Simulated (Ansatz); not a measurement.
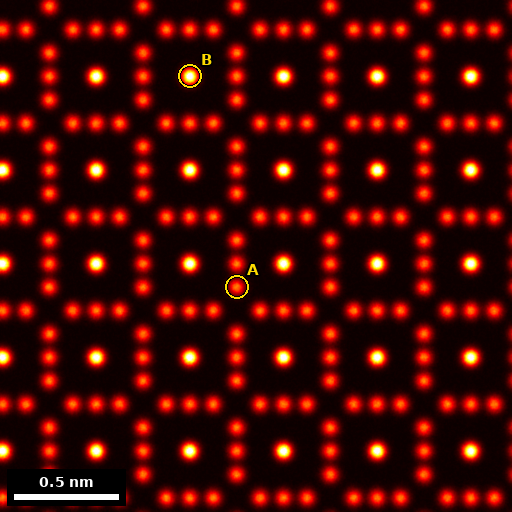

Z-contrast image of Ni (Pm-3n, No. 223) along [001]. Simulated incoherent Z contrast: every atom adds Z^1.7 spread by a probe of 0.60 Å full width; channelling and multiple scattering are left out. Shot noise was added. Atomic positions: the geometry relaxed with DFT, PBE, plane waves (420 eV) with PAW, scalar-relativistic (Ansatz); the starting structure was generated, so it need not be a known form of this composition.

```cif
data_structure
_symmetry_space_group_name_H-M 'Pm-3n'
_symmetry_Int_Tables_number 223
_cell_length_a 4.4616
_cell_length_b 4.4616
_cell_length_c 4.4616
_cell_angle_alpha 90.000
_cell_angle_beta 90.000
_cell_angle_gamma 90.000
_cell_volume 88.81
loop_
_atom_site_label
_atom_site_type_symbol
_atom_site_symmetry_multiplicity
_atom_site_Wyckoff_symbol
_atom_site_fract_x
_atom_site_fract_y
_atom_site_fract_z
_atom_site_occupancy
Ni1 Ni 2 a 0.00000 0.00000 0.00000 1
Ni2 Ni 6 c 0.25000 0.00000 0.50000 1
```

> What lies under each ring?

A: Ni (1 Ni per 4.46 Å along the beam; about 50 % of the brightest peak). B: Ni (2 Ni per 4.46 Å along the beam; the brightest kind). Brightness is counted from the darkest point of the image.
